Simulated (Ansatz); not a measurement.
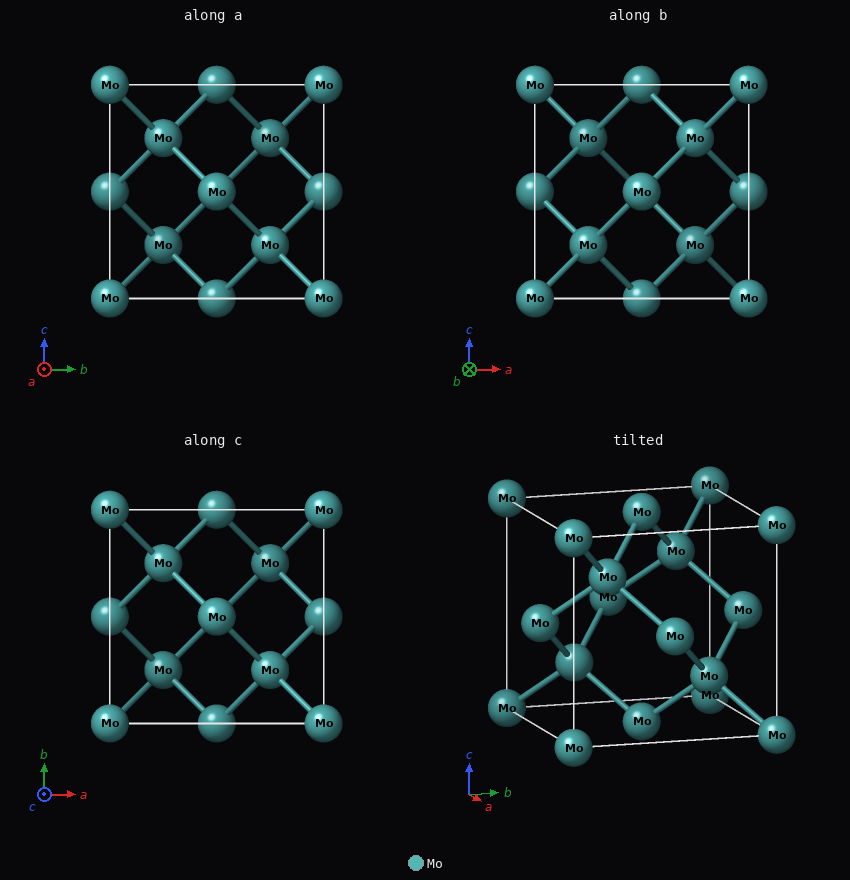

Crystal structure, ball-and-stick style, seen along the a axis, along the b axis, along the c axis and slightly off an axis. Thin lines show the conventional unit cell, with boundary atoms drawn in all their periodic places.

Lattice parameters: a = 5.9094 Å, b = 5.9094 Å, c = 5.9094 Å, α = 90.000°, β = 90.000°, γ = 90.000°.

Q: Write down what is shown as a CIF with its space group and independent sites.

A:
```cif
data_structure
_symmetry_space_group_name_H-M 'F d -3 m :1'
_symmetry_Int_Tables_number 227
_cell_length_a 5.9094
_cell_length_b 5.9094
_cell_length_c 5.9094
_cell_angle_alpha 90.000
_cell_angle_beta 90.000
_cell_angle_gamma 90.000
_cell_volume 206.36
loop_
_atom_site_label
_atom_site_type_symbol
_atom_site_symmetry_multiplicity
_atom_site_Wyckoff_symbol
_atom_site_fract_x
_atom_site_fract_y
_atom_site_fract_z
_atom_site_occupancy
Mo1 Mo 8 a 0.2500 0.7500 0.7500 1
```

Its origin is a structure type filled with this element by a generator (whether the element takes this form wasn't checked). Earlier steps of the study may have refined or changed the cell and positions. It was run through Ansatz as a DFT input.

At this level of theory the cell isn't at rest (stretched, at -10 GPa), so its distances can differ from those at equilibrium, the more so the softer the solid.
